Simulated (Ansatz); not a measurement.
# Two runs on ZnO

System: ZnO (8 atoms in the cell).
Method of run 1: DFT, PBE, plane waves, PAW, no spin polarisation (Ansatz 0.2.0).

The structure was made by a generator, so it may or may not be a known phase. Text and figures count atoms from 1; the logs count them from 0 in places.

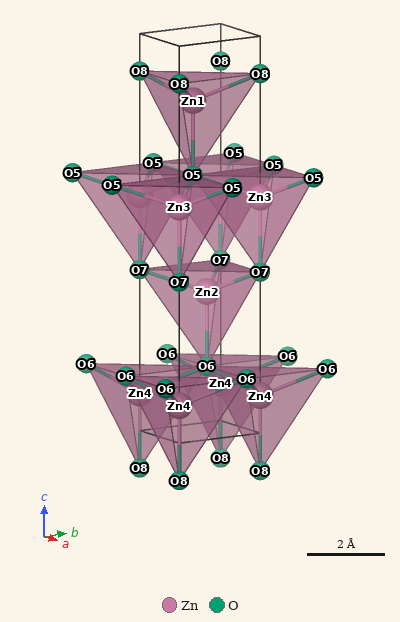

**Figure 1.** The starting structure (polyhedral view of the cell of the calculation, seen slightly off an axis; polyhedra are completed across the faces of the cell; atoms are numbered from 1 in the order of the input). An atom can appear more than once, as a periodic image.

**Input, run 1**
```yaml
crystal:
  lattice:
    - [3.2050218974, 2.83e-08, 0.0]
    - [-1.6025109732, 2.7756303687, 0.0]
    - [0.0, 0.0, 10.4129964173]
  atoms:
    - { symbol: Zn, position: [0.6666666667, 0.3333333333, 0.844101] }
    - { symbol: Zn, position: [0.3333333333, 0.6666666667, 0.344101] }
    - { symbol: Zn, position: [0.0, 0.0, 0.594308] }
    - { symbol: Zn, position: [0.0, 0.0, 0.094308] }
    - { symbol: O, position: [0.6666666667, 0.3333333333, 0.655916] }
    - { symbol: O, position: [0.3333333333, 0.6666666667, 0.155916] }
    - { symbol: O, position: [0.0, 0.0, 0.405675] }
    - { symbol: O, position: [0.0, 0.0, 0.905675] }
basis:
  ecutwfc: 420
kpoints:
  mp_grid: { grid: [12, 12, 4] }
hamiltonian:
  xc: pbe
scf:
  occupations: { method: gaussian, width: 0.02 }
  mixing: { algorithm: anderson, beta: 0.9 }
output:
  forces: true
  eigenvalues: true
  stress: true
relax:
  adjacent_minimum: "off"
  f_tol: 0.001
  max_steps: 30
  cell: { stress_tol: 0.1, fix: [volume] }
  max_displacement: 0.3
```

Launched with:
```bash
ansatz run input.yaml --threads 4 --pin off --max-ram 8192MiB --backend cpu --events-out ev --progress --plain --runs-dir out
```

Hardware: 4 threads of AMD EPYC (Zen 5), 16 GiB of memory available, shared host.

**Output, shortened to warnings, some set-up lines, iterations and results (run 1)**
```
Basis set: ecut = 420 eV, 1811 PW (Γ), exchange–correlation on 48×48×144 points (8 copies of the dense FFT grid, shifted against one another)
Symmetry: 12 space group operations
k-points: 57 of 576 (time reversal used)
Initial density: superposition of atomic densities (neutral atoms: chi_scale 0, normalization atom), corrected by the library's trained network
[...]
SCF iter   1: F=—  HF=-15547.193996 eV  |F-HF|=—  |Δ(HF+E_count)|=         —  Δρ=7.75e-4  dr2=2.88e-4  ethr=1.77e-3  ⟨swp⟩=6.6  Hψ=9578  notcnv=0  defer=1
SCF iter   2: F=—  HF=-15547.197496 eV  |F-HF|=—  |Δ(HF+E_count)|=   3.50e-3  Δρ=7.55e-4  dr2=3.05e-4  ethr=4.00e-7  ⟨swp⟩=2.9  Hψ=6496  notcnv=0  defer=200  κ⁻¹=1.0e0(r=1)
SCF iter   3: F=—  HF=-15547.197358 eV  |F-HF|=—  |Δ(HF+E_count)|=   1.38e-4  Δρ=2.14e-4  dr2=4.15e-5  ethr=4.00e-7  ⟨swp⟩=2.0  Hψ=4173  notcnv=0  defer=200  κ⁻¹=2.0e-1(r=2)
SCF iter   4: F=—  HF=-15547.197539 eV  |F-HF|=—  |Δ(HF+E_count)|=   1.82e-4  Δρ=1.45e-4  dr2=1.35e-5  ethr=5.76e-8  ⟨swp⟩=2.2  Hψ=4237  notcnv=0  defer=200  κ⁻¹=5.8e-2(r=3)
SCF iter   5: F=—  HF=-15547.197538 eV  |F-HF|=—  |Δ(HF+E_count)|=   7.82e-7  Δρ=1.10e-4  dr2=5.98e-6  ethr=1.88e-8  ⟨swp⟩=2.0  Hψ=4126  notcnv=0  defer=200  κ⁻¹=8.1e-3(r=4)
[... 23 lines ...]
SCF iter   4: F=—  HF=-15547.197566 eV  |F-HF|=—  |Δ(HF+E_count)|=   1.98e-9  Δρ=3.55e-6  dr2=3.47e-9  ethr=7.71e-12  ⟨swp⟩=2.1  Hψ=4285  notcnv=0  κ⁻¹=1.2e-2(r=3)
SCF iter   5: F=—  HF=-15547.197566 eV  |F-HF|=—  |Δ(HF+E_count)|=  4.51e-10  Δρ=2.92e-6  dr2=2.40e-9  ethr=4.81e-12  ⟨swp⟩=1.0  Hψ=2508  notcnv=0  κ⁻¹=3.4e-4(r=4)
SCF iter   6: F=-15547.197566 eV  HF=-15547.197566 eV  |F-HF|=2.18e-11  |Δ(HF+E_count)|=   1.25e-9  Δρ=4.54e-7  dr2=6.29e-11  ethr=1.00e-12  ⟨swp⟩=2.5  Hψ=10094  notcnv=0
SCF 4 converged in 6 iterations: F = -15547.197566 eV  dr2 = 6.29e-11
relax step   4: F+E_penalty+E_count = -15547.19756567 eV  Δ(F+E_penalty+E_count) = -1.664e-5 eV  max|allowed force component| = 3.214e-4 eV/Å  Δτ_max = 0.0000 Å  P = +9.149 …
basis re-selected at this cell: Δ(F+E_penalty+E_count) = -1.664e-5 eV, ΔP = -0.000 GPa vs the last step (what re-selecting the basis moved, of the pressure what is left beyond the Pulay correction that the steps carried, after the strain that the cell walked since its last selection, with what the …
SCF converged after 6 iterations
Stability not checked: this state was not tested for a lower state beside it, because the mixer in use, unlike msr1, does not test its closes by its own steps (another_mixer; see scf.mixing.algorithm and scf.lower_state_search)
Free energy (F): -15547.197566 eV
Harris-Foulkes:  -15547.197566 eV  (|F-HF|=2.18e-11)
Internal energy: -15547.197566 eV  (E = F + TS)
E sigma→0 (E₀):  -15547.197566 eV
Fermi energy:    8.031787 eV
--- Per-component energies (eV) ---
  E_band       = 153.954665
  E_kinetic    = 1226.874789
  E_local      = -7913.582619  (includes V_loc(G=0)·N_el)
  E_nonlocal   = 2670.744216
  E_hartree    = 3254.421594
  E_xc         = -841.296682
  E_vxc        = -581.606932  (∫ρ·V_xc dr)
  E_paw        = -7960.379759  (= ΣΔE_a)
  E_vpaw       = -1757.326291  (= ΣTr[D̂ρ^β])
  E_aug_tail   = 0.008560  (compensation charges beyond the density's cutoff)
  E_ewald      = -5983.987664
  E_smearing   = -0.000000  (= −TS)
  E_closure    = -0.000000  (closes the sum)
  Σ components = -15547.197566   (vs F -15547.197566, Δ=0.00e0)
--- Forces (eV/Å), atoms counted from 1 ---
  atom   1  Zn     0.00000000     0.00000000    -0.00026908
  atom   2  Zn    -0.00000000    -0.00000000    -0.00026908
  atom   3  Zn    -0.00000000    -0.00000000    -0.00028942
  atom   4  Zn     0.00000000     0.00000000    -0.00028942
  atom   5  O     -0.00000000    -0.00000000     0.00032256
  atom   6  O     -0.00000000     0.00000000     0.00032256
  atom   7  O     -0.00000000    -0.00000000     0.00024078
  atom   8  O      0.00000000     0.00000000     0.00024078
  max |Σ_I F_I| component: 9.68e-6 eV/Å
--- Stress (GPa, compression-positive) ---
        9.148410      -0.000000      -0.000000
        0.000000       9.148410       0.000000
        0.000000      -0.000000       9.149434
  P = ⅓ Tr σ = 9.1488 GPa (91.488 kbar)
--- Relaxed structure (3 steps of the walk, 3 accepted, 1 SCFs on fresh bases) ---
[...]
```

The input of run 2 differs as follows (lines with − go, lines with + come):
```diff
-  mixing: { algorithm: anderson, beta: 0.9 }
-  f_tol: 0.001
+  f_tol: 0.01
-  max_displacement: 0.3
```

How does run 2 compare with run 1?

Both reach the same energy, so the change doesn't alter the result. The SCF takes 19 iterations over all geometry steps against 25.

**Output, shortened to warnings, some set-up lines, iterations and results (run 2)**
```
Basis set: ecut = 420 eV, 1811 PW (Γ), exchange–correlation on 48×48×144 points (8 copies of the dense FFT grid, shifted against one another)
Symmetry: 12 space group operations
k-points: 57 of 576 (time reversal used)
Initial density: superposition of atomic densities (neutral atoms: chi_scale 0, normalization atom), corrected by the library's trained network
[...]
SCF iter   1: F=—  HF=-15547.193996 eV  |F-HF|=—  |Δ(HF+E_count)|=         —  Δρ=7.75e-4  dr2=2.88e-4  ethr=1.77e-3  ⟨swp⟩=6.6  Hψ=9578  notcnv=0  defer=1
SCF iter   2: F=—  HF=-15547.197159 eV  |F-HF|=—  |Δ(HF+E_count)|=   3.16e-3  Δρ=5.02e-4  dr2=1.26e-4  ethr=4.00e-7  ⟨swp⟩=2.9  Hψ=6272  notcnv=0  defer=98
SCF iter   3: F=—  HF=-15547.197269 eV  |F-HF|=—  |Δ(HF+E_count)|=   1.10e-4  Δρ=2.84e-4  dr2=5.46e-5  ethr=1.75e-7  ⟨swp⟩=2.0  Hψ=3862  notcnv=0  defer=98
SCF iter   4: F=—  HF=-15547.197537 eV  |F-HF|=—  |Δ(HF+E_count)|=   2.68e-4  Δρ=1.75e-4  dr2=2.16e-5  ethr=7.58e-8  ⟨swp⟩=2.0  Hψ=4354  notcnv=0  defer=98
SCF iter   5: F=—  HF=-15547.197533 eV  |F-HF|=—  |Δ(HF+E_count)|=   4.33e-6  Δρ=6.08e-5  dr2=2.44e-6  ethr=3.00e-8  ⟨swp⟩=2.0  Hψ=4066  notcnv=0  defer=98
[... 15 lines ...]
SCF iter   4: F=—  HF=-15547.197561 eV  |F-HF|=—  |Δ(HF+E_count)|=  9.55e-10  Δρ=1.84e-6  dr2=2.18e-9  ethr=8.25e-12  ⟨swp⟩=1.0  Hψ=2508  notcnv=0
SCF iter   5: F=—  HF=-15547.197561 eV  |F-HF|=—  |Δ(HF+E_count)|=  7.46e-11  Δρ=7.98e-7  dr2=5.03e-10  ethr=3.03e-12  ⟨swp⟩=2.0  Hψ=4339  notcnv=0
SCF iter   6: F=-15547.197561 eV  HF=-15547.197561 eV  |F-HF|=6.73e-11  |Δ(HF+E_count)|=  2.33e-10  Δρ=8.87e-7  dr2=2.18e-10  ethr=1.00e-12  ⟨swp⟩=4.1  Hψ=8696  notcnv=0
SCF 3 converged in 6 iterations: F = -15547.197561 eV  dr2 = 2.18e-10
relax step   3: F+E_penalty+E_count = -15547.19756117 eV  Δ(F+E_penalty+E_count) = -1.664e-5 eV  max|allowed force component| = 7.023e-3 eV/Å  Δτ_max = 0.0000 Å  P = +9.149 …
basis re-selected at this cell: Δ(F+E_penalty+E_count) = -1.664e-5 eV, ΔP = +0.000 GPa vs the last step (what re-selecting the basis moved, of the pressure what is left beyond the Pulay correction that the steps carried, after the strain that the cell walked since its last selection, with what the …
SCF converged after 6 iterations
Free energy (F): -15547.197561 eV
Harris-Foulkes:  -15547.197561 eV  (|F-HF|=6.73e-11)
Internal energy: -15547.197561 eV  (E = F + TS)
E sigma→0 (E₀):  -15547.197561 eV
Fermi energy:    8.031823 eV
--- Per-component energies (eV) ---
  E_band       = 153.955619
  E_kinetic    = 1226.875022
  E_local      = -7913.590685  (includes V_loc(G=0)·N_el)
  E_nonlocal   = 2670.744501
  E_hartree    = 3254.425679
  E_xc         = -841.296746
  E_vxc        = -581.607018  (∫ρ·V_xc dr)
  E_paw        = -7960.380076  (= ΣΔE_a)
  E_vpaw       = -1757.326810  (= ΣTr[D̂ρ^β])
  E_aug_tail   = 0.008560  (compensation charges beyond the density's cutoff)
  E_ewald      = -5983.983817
  E_smearing   = -0.000000  (= −TS)
  E_closure    = -0.000000  (closes the sum)
  Σ components = -15547.197561   (vs F -15547.197561, Δ=0.00e0)
--- Forces (eV/Å), atoms counted from 1 ---
  atom   1  Zn    -0.00000000    -0.00000000     0.00525406
  atom   2  Zn     0.00000000     0.00000000     0.00525406
  atom   3  Zn     0.00000000     0.00000000    -0.00702694
  atom   4  Zn    -0.00000000    -0.00000000    -0.00702694
  atom   5  O      0.00000000     0.00000000    -0.00130189
  atom   6  O     -0.00000000    -0.00000000    -0.00130189
  atom   7  O      0.00000000     0.00000000     0.00306063
  atom   8  O     -0.00000000    -0.00000000     0.00306063
  max |Σ_I F_I| component: 2.83e-5 eV/Å
--- Stress (GPa, compression-positive) ---
        9.154568       0.000000       0.000000
        0.000000       9.154568      -0.000000
        0.000000      -0.000000       9.138514
  P = ⅓ Tr σ = 9.1492 GPa (91.492 kbar)
--- Relaxed structure (2 steps of the walk, 2 accepted, 1 SCFs on fresh bases) ---
  F+E_penalty+E_count = -15547.19756117 eV   max|allowed force component| = 7.023e-3 eV/Å   (the final SCF, on the basis selected at the relaxed cell)
  cell:  # Å, volume = 92.6336 Å³
    - [3.2051103329480037, 2.8295862469756333e-8, -2.415793036076606e-35]
    - [-1.6025551909789373, 2.77570695611704, 7.156287399950453e-36]
[...]
```

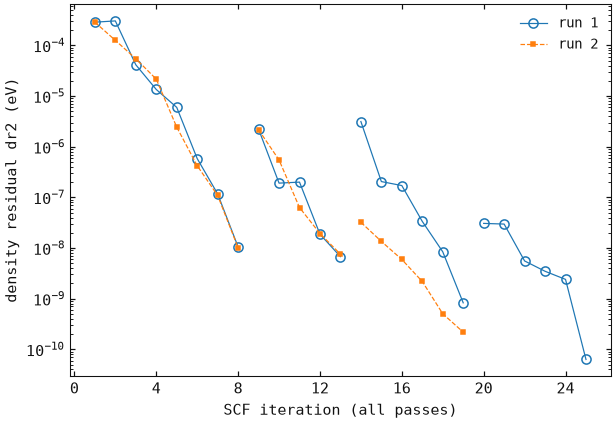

**Figure 2.** Convergence of the two runs: density residual dr2 against the SCF iteration. A break in a curve parts two SCF passes. Run 1 takes 25 iterations in all, and run 2 takes 19.

**The two runs side by side**

```tsv
quantity	run 1	run 2
outcome	converged	converged
free energy per atom (eV)	−1943.3997	−1943.3997
gap on the mesh (eV)	0.77	0.77
pressure (GPa)	9.15	9.15
largest force (eV/Å)	0.000	0.007
SCF iterations	25	19
irreducible k-points	57	57
wall time (shared host)	8.1 s	6.1 s
```

For both runs: The cell is under a pressure of 9.1 GPa at this level, so it is not at its equilibrium volume.
